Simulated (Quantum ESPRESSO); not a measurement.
**Ca: 7 runs along one coordinate**

System: Ca (Im-3m, 1 atom in the cell).
Method: Kohn-Sham DFT of a periodic cell, PBE, SSSP 1.3 efficiency PBE, no spin polarisation (Quantum ESPRESSO 7.5).

The 7 runs differ only in the geometry, by an even scaling of the cell at fixed fractional positions. The structure derives from an entry of the Crystallography Open Database.

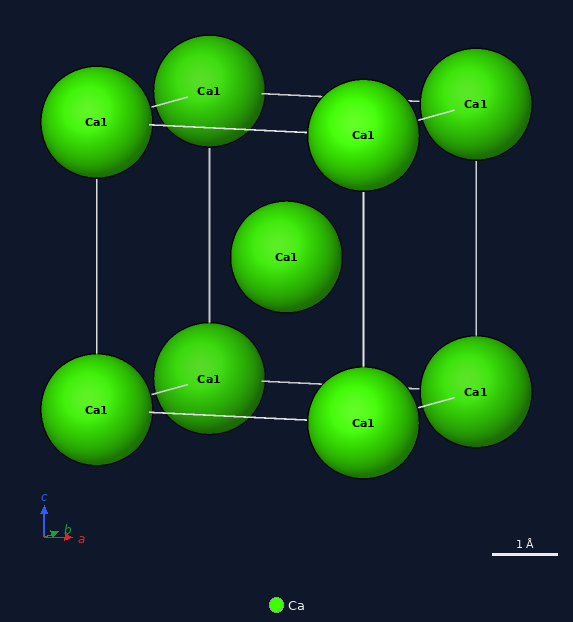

Figure 1. The structure of run 4 (spheres-only view of the cell 2 times as large as that of the calculation, set on its symmetry axes, seen slightly off an axis; atoms are numbered from 1 in the order of the input).

## The input of run 4
```
&CONTROL
  calculation = 'scf'
  prefix = 'pwscf'
  outdir = './tmp'
  pseudo_dir = './pseudo'
  tprnfor = .true.
  tstress = .true.
  disk_io = 'low'
/
&SYSTEM
  ibrav = 0
  nat = 1
  ntyp = 1
  ecutwfc = 55
  ecutrho = 440
  nbnd = 10
  occupations = 'smearing'
  smearing = 'fd'
  degauss = 0.00367493
/
&ELECTRONS
  conv_thr = 2d-10
  electron_maxstep = 120
  mixing_beta = 0.5
/
ATOMIC_SPECIES
Ca    40.0780 Ca_pbe_v1.uspp.F.UPF
CELL_PARAMETERS angstrom
  -2.2400000000    2.2400000000    2.2400000000
   2.2400000000   -2.2400000000    2.2400000000
   2.2400000000    2.2400000000   -2.2400000000
ATOMIC_POSITIONS crystal
Ca     0.0000000000    0.0000000000    0.0000000000
K_POINTS automatic
8 8 8 0 0 0
```

## File pp_density.in of run 4
```
&INPUTPP
  prefix = 'pwscf'
  outdir = './tmp'
  filplot = 'density.dat'
  plot_num = 0
/
&PLOT
  nfile = 1
  filepp(1) = 'density.dat'
  iflag = 3
  output_format = 6
  fileout = 'density.cube'
/
```

## File pp_potential.in of run 4
```
&INPUTPP
  prefix = 'pwscf'
  outdir = './tmp'
  filplot = 'potential.dat'
  plot_num = 11
/
&PLOT
  nfile = 1
  filepp(1) = 'potential.dat'
  iflag = 3
  output_format = 6
  fileout = 'potential.cube'
/
```

Command:
```bash
OMP_NUM_THREADS=1 pw.x -in pw.in > pw.out
OMP_NUM_THREADS=1 pp.x -in pp_density.in > pp_density.out
OMP_NUM_THREADS=1 pp.x -in pp_potential.in > pp_potential.out
```

Run 5 has the same physical settings and fractional positions; its lattice vectors (Å) are:
```
  -2.254835    2.254835    2.254835
   2.254835   -2.254835    2.254835
   2.254835    2.254835   -2.254835
```

## Results, with one run withheld

```tsv
run	volume per atom (Å³)	free energy per atom, from the lowest run given (meV)	pressure (GPa)
1	42.260	0.00	−0.04
2	43.159	1.17	−0.38
3	44.059	4.16	−0.69
4	44.958	8.81	−0.97
5	45.857	?	?
6	46.756	22.64	−1.48
7	47.655	31.57	−1.70
```

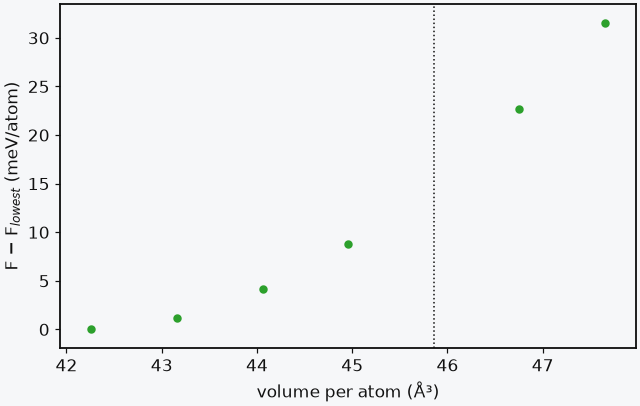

Figure 2. Free energy per atom of the runs given; the dotted line marks run 5.

Fit the runs given and predict run 5.

A cubic polynomial in V^(−2/3) (the Birch–Murnaghan form), fitted to the 6 runs given, misses them by under 0.01 meV per atom. With x = V^(−2/3) − 0.07935 Å⁻², it reads F = 7.529 − 4768.5 x + 7.7103e+05 x² − 5.3777e+06 x³ (meV per atom). At run 5 it gives 15.01 meV per atom, and the run itself gives 15.02. The slope of the fit gives a pressure −dF/dV of −1.24 GPa there, and the run prints −1.24 GPa. The fit has no minimum inside this range.

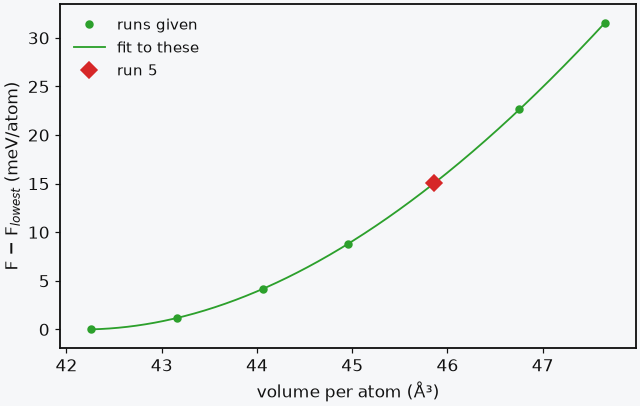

Figure 3. The fit and the withheld run.

## Some lines of the output (run 5)
```
[...]
     unit-cell volume          =     309.4574 (a.u.)^3
     number of k points=    29  Fermi-Dirac smearing, width (Ry)=  0.0037
     total energy              =     -74.92280453 Ry
     total energy              =     -74.92307463 Ry
     total energy              =     -74.92310233 Ry
     total energy              =     -74.92310425 Ry
     total energy              =     -74.92310432 Ry
     the Fermi energy is     4.4667 ev
!    total energy              =     -74.92310433 Ry
     The total energy is F=E-TS. E is the sum of the following terms:
     Computing stress (Cartesian axis) and pressure
          total   stress  (Ry/bohr**3)                   (kbar)     P=      -12.37
```
